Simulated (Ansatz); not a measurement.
TiCo

```
Ti Co
1.0
     2.98611    0.00000    0.00000
     0.00000    2.98611    0.00000
     0.00000    0.00000    2.98611
Ti Co
1 1
Direct
  0.00000 0.00000 0.00000
  0.50000 0.50000 0.50000
```

Space group Pm-3m; a structure from a database of computed crystals, not necessarily the ambient phase; spin-polarised.

Method: DFT, PBE, PAW with Ansatz's default frozen-core files, scalar-relativistic (Ansatz 0.2.0).

The density is the valence pseudo-density of a PAW calculation; it isn't the true density close to the nuclei.

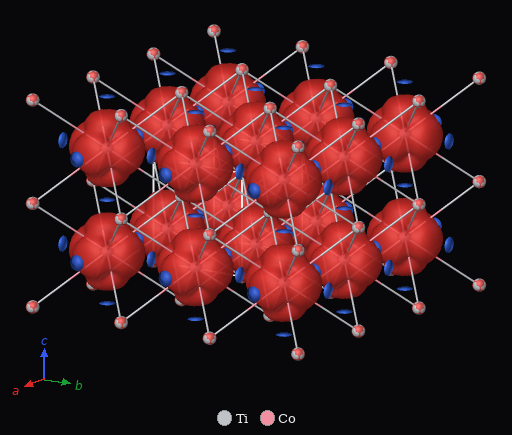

Figure 1. Isosurfaces of the magnetisation density (up minus down) at +0.015 (red) and −0.015 e/Å³ (blue), seen at an oblique angle. Sticks mark near contacts.

Question: Where is the spin, and how is it ordered?

Answer: The spin density sits on Co: +1.0 μB in one cell of 2 atoms: parallel main moments, as they must be, since the calculation's own cell holds one magnetic site. The cell of the calculation (2 atoms) carries 0.9 μB of net spin moment.

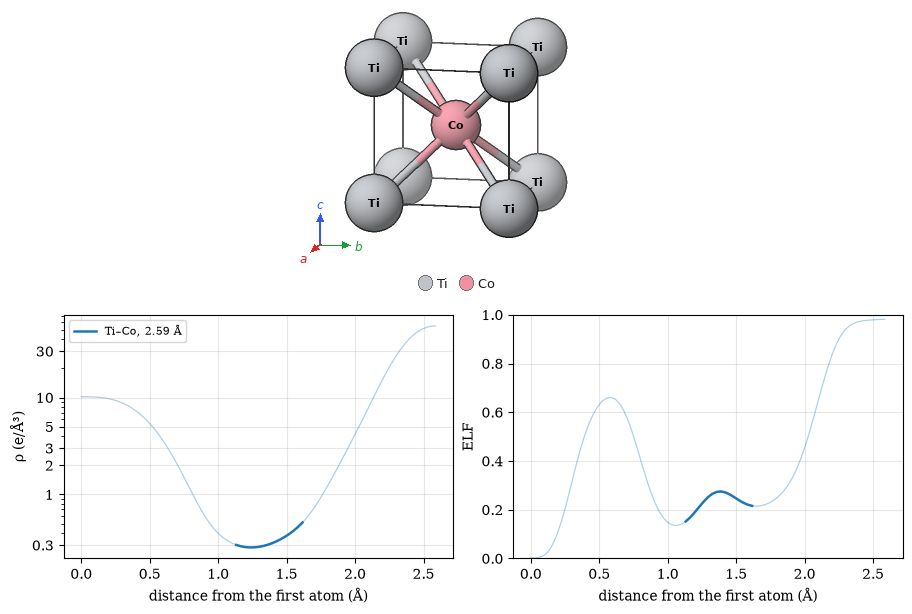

Figure 2. Valence pseudo-density and ELF along straight lines between neighbouring atoms. Thin, pale parts lie inside the atomic spheres. The structure is drawn too.

Question: What can be read from the curves?

Answer: Ti–Co (2.59 Å): the density is about 0.29 e/Å³ at the midpoint; the ELF is about 0.25 at the midpoint: no shared electron pair shows on this line.

Question: Does the calculation make it a metal, or give it a gap?

Answer: It is gapless in this calculation (a metal or semimetal).
